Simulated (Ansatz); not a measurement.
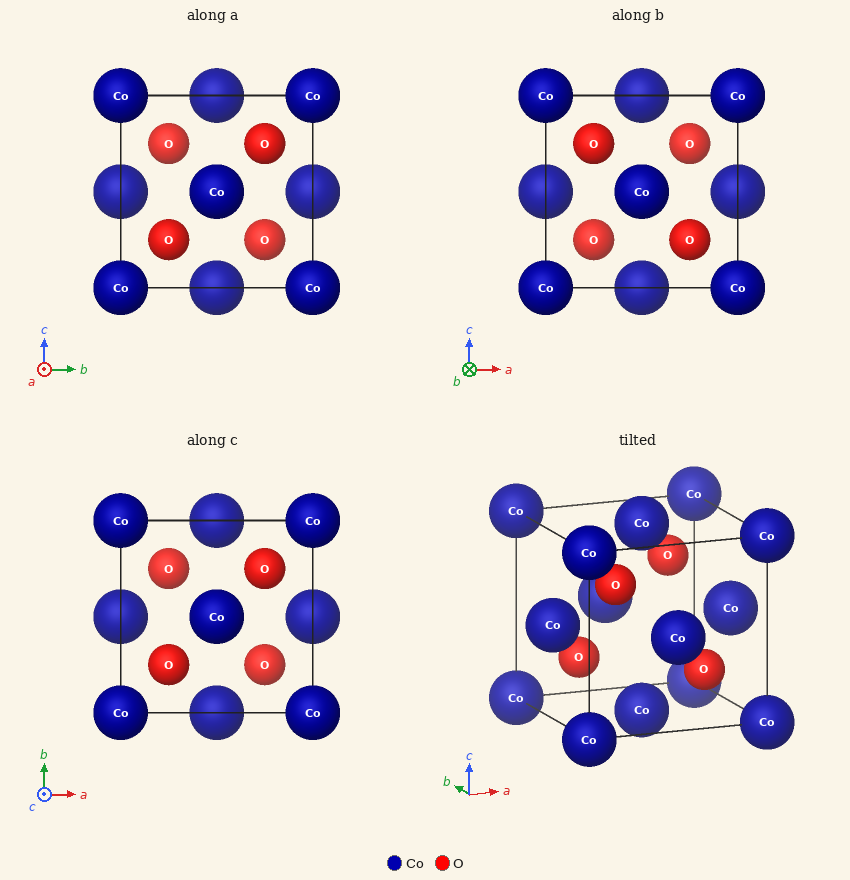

Spheres-only drawing of the structure, looking along the a axis, along the b axis, along the c axis and slightly off an axis. The conventional unit cell is outlined; an atom on or near a face, edge or corner is repeated at each equivalent position.

Lattice parameters: a = 4.3490 Å, b = 4.3490 Å, c = 4.3490 Å, α = 90.000°, β = 90.000°, γ = 90.000°.

Q: Give the atomic positions as a CIF with its space group and independent sites.

A:
```cif
data_structure
_symmetry_space_group_name_H-M 'F -4 3 m'
_symmetry_Int_Tables_number 216
_cell_length_a 4.3490
_cell_length_b 4.3490
_cell_length_c 4.3490
_cell_angle_alpha 90.000
_cell_angle_beta 90.000
_cell_angle_gamma 90.000
_cell_volume 82.25
loop_
_atom_site_label
_atom_site_type_symbol
_atom_site_symmetry_multiplicity
_atom_site_Wyckoff_symbol
_atom_site_fract_x
_atom_site_fract_y
_atom_site_fract_z
_atom_site_occupancy
Co1 Co 4 a 0.0000 0.0000 0.0000 1
O1 O 4 d 0.2500 0.2500 0.7500 1
```

Provenance: a structure type filled with these elements by a generator (whether the compound takes this form wasn't checked). Earlier steps of the study, as a rule a relaxation of our own, may have changed the cell and positions, so they can lie some per cent off the listed ones. A calculation with Ansatz used it as input.
